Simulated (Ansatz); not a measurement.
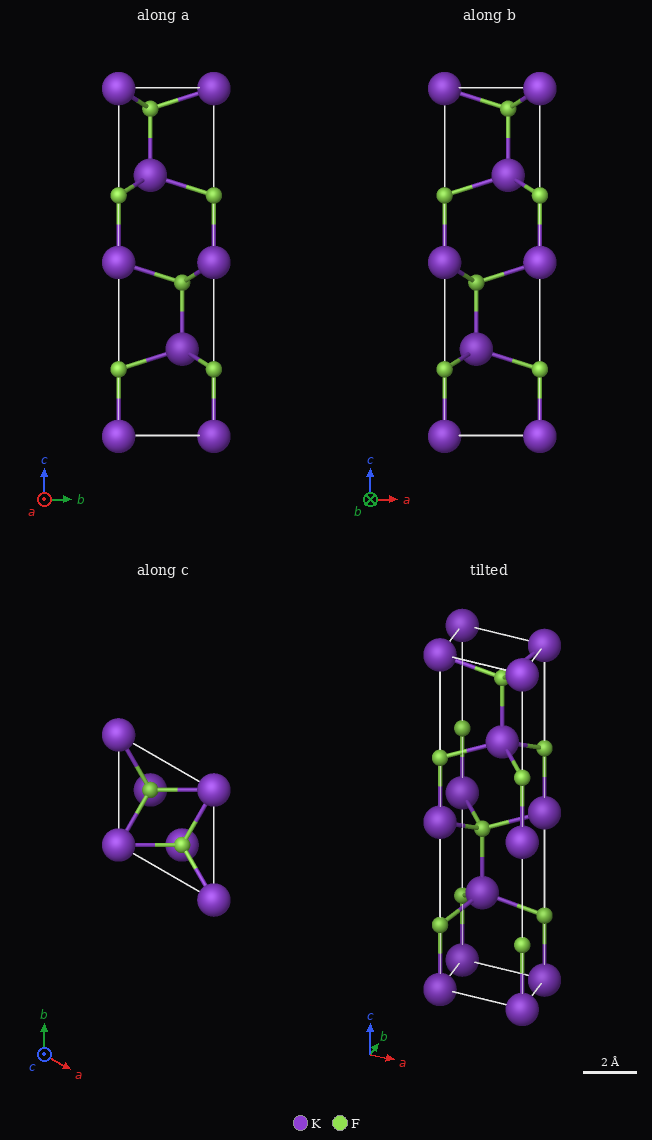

The crystal in a ball-and-stick representation, seen along the a axis, along the b axis, along the c axis and slightly off an axis. The conventional unit cell is drawn as a box.

Lattice parameters: a = 4.177 Å, b = 4.177 Å, c = 13.200 Å, α = 90.00°, β = 90.00°, γ = 120.00°.

> Record the structure as a table of Wyckoff sites, with free fractional coordinates to two decimals.

Space group P6_3mc (No. 186).
```
atom  site       x       y     z
   K    2a    0.00    0.00  0.00
   K    2b  0.3333  0.6667  0.25
   F    2a    0.00    0.00  0.19
   F    2b  0.3333  0.6667  0.44
```

The structure comes from a structure type filled with these elements by a generator (whether the compound takes this form wasn't checked). The picture shows the end point of a geometry optimisation with DFT, PBEsol, plane waves, PAW (Ansatz 0.2.0).
